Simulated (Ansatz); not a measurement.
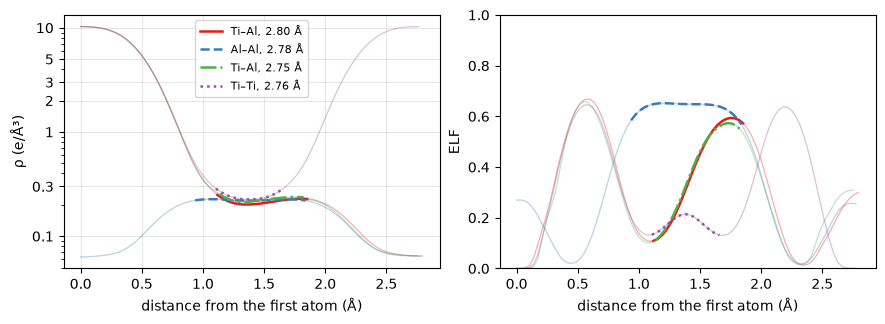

Figure 1: TiAl. Valence pseudo-density and electron localisation function along straight lines between neighbouring atoms. Thin, pale parts lie inside the atomic spheres.

Space group P1; a generated structure, not necessarily the stable one; computed without spin polarisation.

Method: Ansatz, DFT PBE, scalar-relativistic, plane waves, PAW.

In a PAW calculation such maps are meaningful between the atoms, not at the nuclei.

```
Al Ti
1.0
     4.25422    1.58088   -4.96899
     4.32196   -5.03219    1.62796
    -1.51439   -5.21739   -5.22260
Al Ti
10 10
Direct
  0.89143 0.39485 0.84765
  0.38752 0.88829 0.85653
  0.30692 0.31427 0.84606
  0.17928 0.69789 0.64912
  0.61668 0.61152 0.64684
  0.99281 0.48058 0.45099
  0.49683 0.98553 0.45439
  0.40951 0.41093 0.44401
  0.78980 0.29265 0.25161
  0.21597 0.20798 0.24713
  0.01207 0.02542 0.04280
  0.51628 0.51061 0.04015
  0.80277 0.81909 0.85042
  0.68083 0.19241 0.66145
  0.90876 0.92564 0.43731
  0.11451 0.09927 0.64808
  0.28621 0.78792 0.25723
  0.71326 0.70128 0.25823
  0.58631 0.07940 0.05707
  0.08671 0.59681 0.04342
```

Question: Compare the contacts.

Answer: Ti–Al (2.80 Å): the density is about 0.2 e/Å³ at the midpoint; the ELF is about 0.35 at the midpoint.
Al–Al (2.78 Å): the density is about 0.22 e/Å³ at the midpoint; the ELF peaks at about 0.65 between the atoms.
Ti–Al (2.75 Å): ρ is about 0.21 e/Å³ halfway; the ELF is about 0.30 at the midpoint.
Ti–Ti (2.76 Å): ρ at the midpoint is about 0.23 e/Å³; the ELF is about 0.20 at the midpoint (no shared electron pair shows on this line).
